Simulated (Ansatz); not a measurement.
System: Ca.

Input

```
crystal:
  lattice:
    - [0.055884, 2.822142, 2.822142]
    - [2.822142, 0.055884, 2.822142]
    - [2.822142, 2.822142, 0.055884]
  atoms:
    - { symbol: Ca, position: [0.0, 0.0, 0.0] }
kpoints:
  mp_grid: { grid: [11, 11, 11] }
scf:
  occupations: { method: fermi_dirac, width: 0.05 }
hamiltonian:
  xc: pbesol
  pseudopotentials: { kind: paw }
output:
  forces: true
  stress: true
  eigenvalues: true
  efg: { contact_densities: true }
  write_density: true
  write_potential: true
  elf: true
  volumetric_format: npy
```

Run with:

```sh
ansatz run input.yaml --threads 1 --pin off --max-ram 3072MiB --backend cpu --events-out ev --progress --plain --runs-dir out
```

Below, planes, directions and counts refer to the conventional cell (a = 3.91 Å, b = 3.91 Å, c = 9.87 Å, α = 90.00°, β = 90.00°, γ = 120.00°).

Space group R-3m; changed on purpose from its base cell (equal xy, yz and zx shear strains of +2 %, PAW files).

Theory: Ansatz, DFT, PBEsol, PAW with Ansatz's default frozen-core files, scalar-relativistic.

### Predict the valence pseudo-density and electron localisation function between the atoms.

Ca–Ca (3.99 Å): ρ is about 0.05 e/Å³ halfway; the ELF is about 0.40 at the midpoint; no localised pair shows between them.

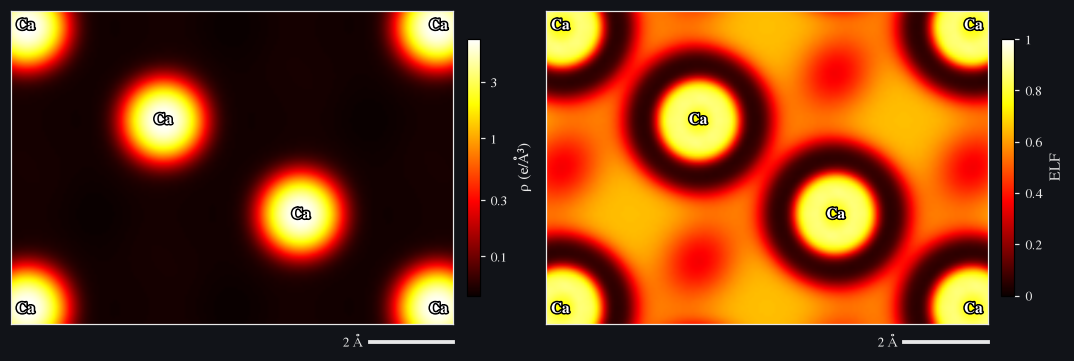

Computed valence pseudo-density and electron localisation function on the (110) plane of the conventional cell, in this order. 
